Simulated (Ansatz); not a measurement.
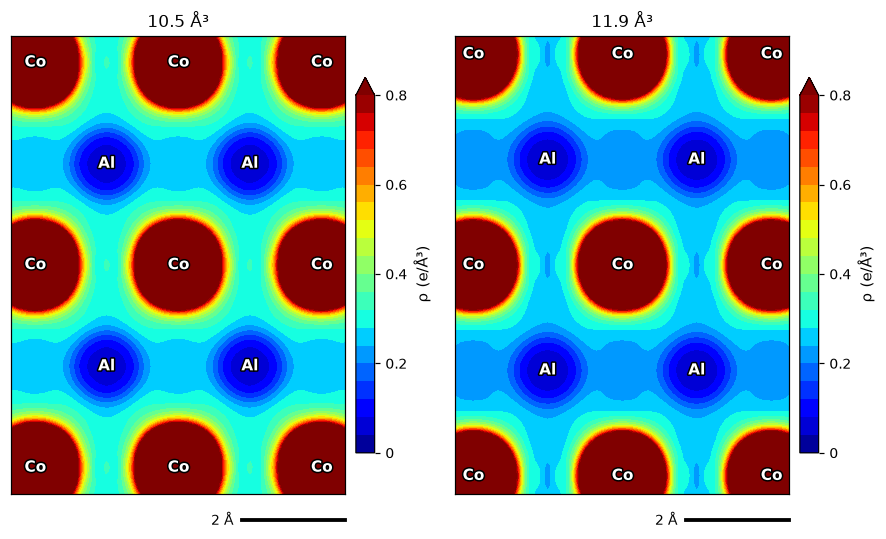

AlCo. The valence pseudo-density of cells scaled evenly to different volumes (given per atom above each panel), on the (11̄0) plane of each (indices in the axes of the cell below), at one length scale and on one colour scale.

A structure from a database of computed crystals, not necessarily the ambient phase; the program warned that a starting moment wasn't kept; spin-polarised, but the moments vanished.

These are results of Kohn-Sham DFT of a periodic cell, LDA, Ansatz PAW (Ansatz 0.2.0), not measurements.

The density is the valence pseudo-density of a PAW calculation; it isn't the true density close to the nuclei.

The largest cell:

```yaml
crystal:
  lattice:
    - [2.87470, 0.00000, 0.00000]
    - [0.00000, 2.87470, 0.00000]
    - [0.00000, 0.00000, 2.87470]
  atoms:
    - { symbol: Co, position: [0.50000, 0.50000, 0.50000] }
    - { symbol: Al, position: [0.00000, 0.00000, 0.00000] }
```

| volume (Å³/atom) | Al–Co contact in the plane (Å) | ρ at its midpoint (e/Å³) | pressure (GPa) | 
| --- | --- | --- | --- |
| 10.53 | 2.392 | 0.361 | 7.7 | 
| 11.43 | 2.458 | ? | ? | 
| 11.88 | 2.490 | 0.309 | −14.8 | 

> Estimate the missing row, and compare with the calculation.

Over the known rows ln ρ falls by 1.59 per Å of Al–Co distance (the line through the two), which gives 0.325 e/Å³ at 2.458 Å; the calculation gives 0.325 e/Å³. For the pressure, a straight line in volume between the neighbouring rows gives −7.3 GPa; the calculation gives −8.9, lower because pressure rises ever faster on compression.
